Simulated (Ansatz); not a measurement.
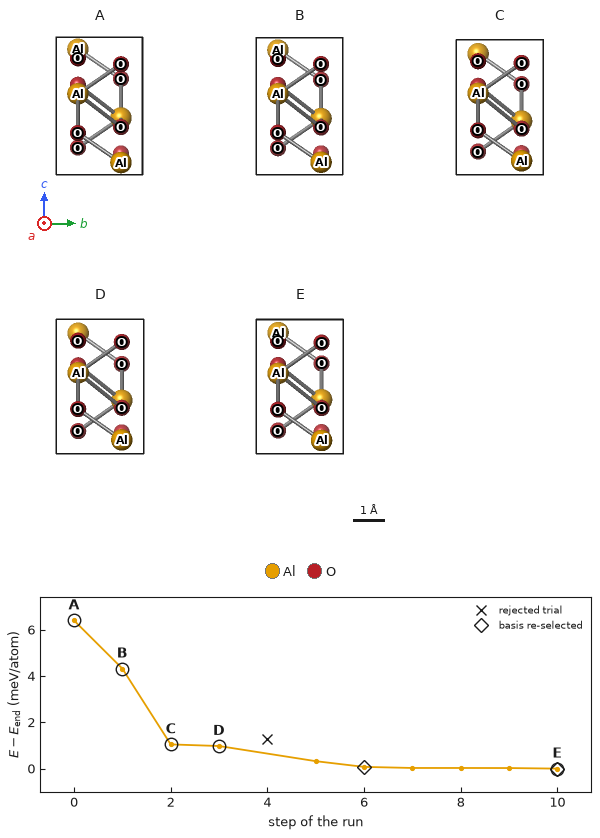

Frames of a relaxation of a crystal of AlO₂ (set up in Pnma), marked on the history of the run. Style: ball-and-stick. Shown: the cell of the calculation, along the a axis.

Case: volume × 0.91, shape and atoms relaxed.

These are results of DFT PBEsol, scalar-relativistic, plane waves, PAW (Ansatz), not measurements.

The input:
```yaml
crystal:
  lattice:
    - [9.082655262, 0.0, 0.0]
    - [0.0, 2.8317050571, 0.0]
    - [0.0, 0.0, 4.5228610049]
  atoms:
    - { symbol: Al, position: [0.1555857606, 0.25, 0.9121219454] }
    - { symbol: Al, position: [0.8444142394, 0.75, 0.0878780546] }
    - { symbol: Al, position: [0.3444142394, 0.75, 0.4121219454] }
    - { symbol: Al, position: [0.6555857606, 0.25, 0.5878780546] }
    - { symbol: O, position: [0.7901081307, 0.25, 0.3028059999] }
    - { symbol: O, position: [0.2098918693, 0.75, 0.6971940001] }
    - { symbol: O, position: [0.7098918693, 0.75, 0.8028059999] }
    - { symbol: O, position: [0.2901081307, 0.25, 0.1971940001] }
    - { symbol: O, position: [0.9538188917, 0.25, 0.8461210775], spin: 0.9 }
    - { symbol: O, position: [0.0461811083, 0.75, 0.1538789225], spin: 0.9 }
    - { symbol: O, position: [0.5461811083, 0.75, 0.3461210775], spin: 0.9 }
    - { symbol: O, position: [0.4538188917, 0.25, 0.6538789225], spin: 0.9 }
basis:
  ecutwfc: 420
kpoints:
  mp_grid: { grid: [4, 12, 8] }
hamiltonian:
  xc: pbesol
scf:
  occupations: { method: gaussian, width: 0.1 }
output:
  forces: true
  stress: true
  eigenvalues: true
  populations: true
magnetization:
  spin_polarized: true
relax:
  adjacent_minimum: "off"
  f_tol: 0.01
  max_steps: 30
  cell: { stress_tol: 0.1, fix: [volume] }
```

Command:
```bash
ansatz run input.yaml --threads 2 --pin off --max-ram 5120MiB --backend cpu --events-out ev --progress --plain --runs-dir out
```

Q: Describe the path.

A: After 7 accepted moves (10 points after the start) the energy has fallen by 6.4 meV per atom. Largest force component: 0.27 eV/Å at the start, 0.0011 eV/Å at the end. The pressure goes from 10.04 to 2.87 GPa. The line search rejected the trial step at point 4 of the run. The SCF was repeated twice at an unchanged geometry on a basis and grid sized afresh for the cell, which shifted the energy by 0.2 meV per atom at most. The largest moves relative to the cell, 0.13 Å, are those of O5, O6, O7 and O8. O5 goes along [1 0 3]. Largest moves by element: O 0.13 Å, Al 0.07 Å. The drawn cell changes at constant volume: a 9.083 → 9.219 Å (+1.5 %), b 2.832 → 2.859 Å (+1.0 %), c 4.523 → 4.413 Å (−2.4 %). Some distances before and after: Al1–O8 1.776 → 1.809 Å, Al1–O6 1.787 → 1.818 Å, Al1–O9 1.857 → 1.878 Å. Bond angles that change, for instance: O6–Al3–O11 142.7° → 147.2°, O11–Al3–O12 66.8° → 69.1°, Al1–O10–Al2 113.2° → 110.9°. The space group stays Pnma (No. 62). The run took 3.2 min on 2 threads of Intel(R) Xeon(R) 6975P-C (Granite Rapids), with other jobs on the host, peak memory 0.95 GiB. From step 0 to 1: O atoms move most (0.02 Å), energy −2.1 meV per atom. From step 1 to 2: O atoms move most (0.11 Å), energy −3.3 meV per atom. From step 2 to 3: O atoms move most (0.02 Å), energy −0.1 meV per atom. From step 3 to 10: Al atoms move most (0.02 Å), energy −1.0 meV per atom.

```json
{"step": "0", "E − E(0), meV/atom": "0.00", "largest force component, eV/Å": "0.2713", "pressure, GPa": "10.04", "note": ""}
{"step": "1", "E − E(0), meV/atom": "-2.08", "largest force component, eV/Å": "0.1553", "pressure, GPa": "8.79", "note": ""}
{"step": "2", "E − E(0), meV/atom": "-5.35", "largest force component, eV/Å": "0.1780", "pressure, GPa": "3.62", "note": ""}
{"step": "3", "E − E(0), meV/atom": "-5.42", "largest force component, eV/Å": "0.1869", "pressure, GPa": "2.95", "note": ""}
{"step": "4", "E − E(0), meV/atom": "-5.14", "largest force component, eV/Å": "0.1302", "pressure, GPa": "3.05", "note": "rejected"}
{"step": "5", "E − E(0), meV/atom": "-6.08", "largest force component, eV/Å": "0.0057", "pressure, GPa": "3.24", "note": ""}
{"step": "6", "E − E(0), meV/atom": "-6.33", "largest force component, eV/Å": "0.0057", "pressure, GPa": "3.28", "note": "same geometry, new basis"}
{"step": "7", "E − E(0), meV/atom": "-6.37", "largest force component, eV/Å": "0.0104", "pressure, GPa": "2.97", "note": ""}
{"step": "8", "E − E(0), meV/atom": "-6.37", "largest force component, eV/Å": "0.0134", "pressure, GPa": "2.84", "note": ""}
{"step": "9", "E − E(0), meV/atom": "-6.38", "largest force component, eV/Å": "0.0010", "pressure, GPa": "2.87", "note": ""}
{"step": "10", "E − E(0), meV/atom": "-6.40", "largest force component, eV/Å": "0.0011", "pressure, GPa": "2.87", "note": "same geometry, new basis"}
```
